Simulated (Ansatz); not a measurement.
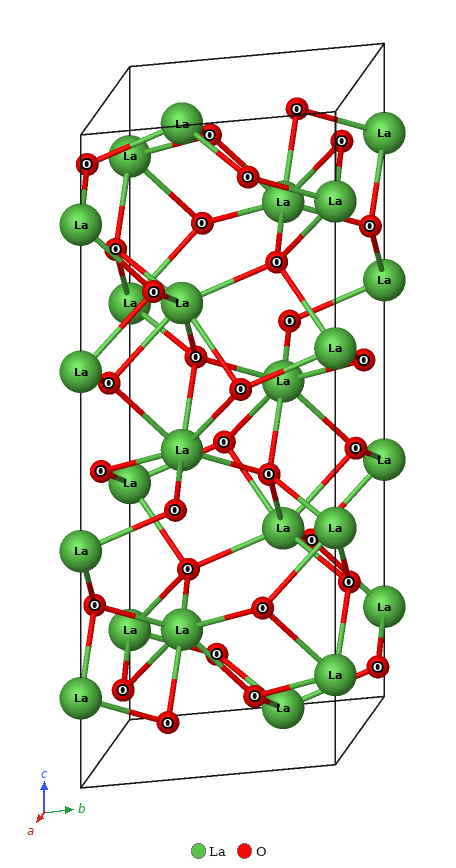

The crystal in a ball-and-stick representation, seen slightly off an axis. The box is the conventional unit cell; atoms on or close to its faces, edges and corners are drawn wherever they repeat.

La2O3, corundum, space group R-3c (No. 167), a = 6.251 Å, b = 6.251 Å, c = 15.628 Å, α = 90.00°, β = 90.00°, γ = 120.00°. Starting structure: a structure type filled with these elements by a generator (whether the compound takes this form wasn't checked). Earlier steps of the study may have refined or changed the cell and positions. An electronic-structure calculation with Ansatz was run on it.

This one geometry was computed with Ansatz (DFT, plane waves, PAW) at five levels of theory: PBE, PBE with spin-orbit coupling, HSE06, PBE0 and r2SCAN. It was relaxed beforehand with r2SCAN.

Which level gives the highest pressure at this volume, and what does that say about its equilibrium volume?

Answer. Highest: PBE (1.1 GPa) and PBE with spin-orbit coupling (1.1 GPa), which points to the largest equilibrium volume. Lowest, with the smallest volume: HSE06 (-1.0 GPa) and PBE0 (-0.9 GPa). Levels within 0.5 GPa of each other can't be told apart.

How does the band gap change with the level of theory?

Answer. PBE with spin-orbit coupling: a gap of 3.76 eV, indirect; PBE: a gap of 3.78 eV, indirect; r2SCAN: a gap of 4.22 eV, indirect; HSE06: a gap of 5.16 eV, indirect; PBE0: a gap of 5.88 eV, indirect.

Collect the results in a table.

Answer.
| level | cutoff (eV) | k-mesh of the run's cell | gap (eV) | pressure (GPa) |
| --- | --- | --- | --- | --- |
| PBE | 420 | 6×6×6 | 3.78 | 1.1 |
| PBE with spin-orbit coupling | 420 | 6×6×6 | 3.76 | 1.1 |
| HSE06 | 420 | 4×4×4 | 5.16 | -1.0 |
| PBE0 | 420 | 4×4×4 | 5.88 | -0.9 |
| r2SCAN | 500 | 6×6×6 | 4.22 | 0.0 |

Gaps are taken on the k-mesh or band path of each run.
